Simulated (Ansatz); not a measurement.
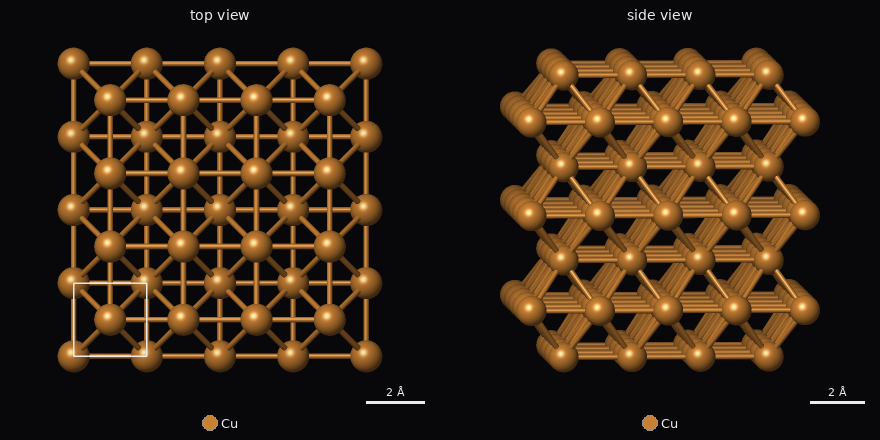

Cu(100) (Fm-3m bulk, 7 atomic planes (those closer than 0.6 Å count as one), 11 Å), seen from above and from the side.

The calculation used DFT PBEsol, scalar-relativistic, plane waves, PAW (Ansatz 0.2.0). Cutoff 420 eV, 19 × 19 k-points, Gaussian smearing 0.1 eV, dipole correction. The slab is a cut without reconstruction beyond its cell, at the source's lattice constants, with its lower half held fixed and the rest relaxed. No spin polarisation. The run couldn't confirm all of its levels under its output density. The run warns that the functional's potential is rough in the thin density of the vacuum, where the tip is; weak contrasts and barriers may feel it.

Images follow the Tersoff–Hamann model: the current is the local density of the sample's states between the Fermi level and the bias, at the tip's centre. Bias windows are sharp sums over the levels of the k mesh.

```
CELL_PARAMETERS angstrom
2.55619 0.00000 0.00000
0.00000 2.55619 0.00000
0.00000 0.00000 27.84500
ATOMIC_POSITIONS crystal
Cu 0.50000 0.50000 0.30526
Cu 0.00000 0.00000 0.37017
Cu 0.50000 0.50000 0.43509
Cu 0.00000 0.00000 0.49764
Cu 0.50000 0.50000 0.56030
Cu 0.00000 0.00000 0.62320
Cu 0.50000 0.50000 0.68351
```

The last single point took 40 s on 2 threads of Intel(R) Xeon(R) Platinum 8488C (Sapphire Rapids), on a shared host, peak memory 0.87 GiB.

What does a constant-current image at a set point of 2.3 × 10⁻⁴ e/Å³ show at −1.00 V?

Answer. The brightest spots lie over the top Cu atoms; the darkest points are over the sites above the Cu atoms 1.7 Å below the top plane. The corrugation is 4 pm at a mean tip height of 3.0 Å. So weak a contrast (4 pm) depends on the k-mesh and on the tip.

The computed image, with the atoms seen from above drawn over one corner (deeper ones smaller):

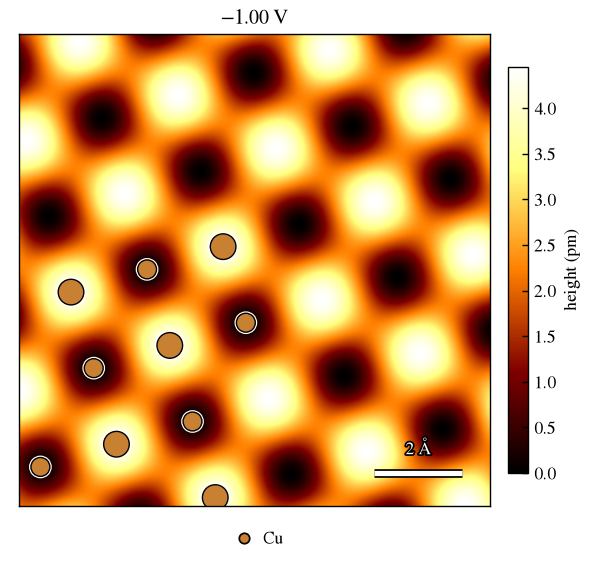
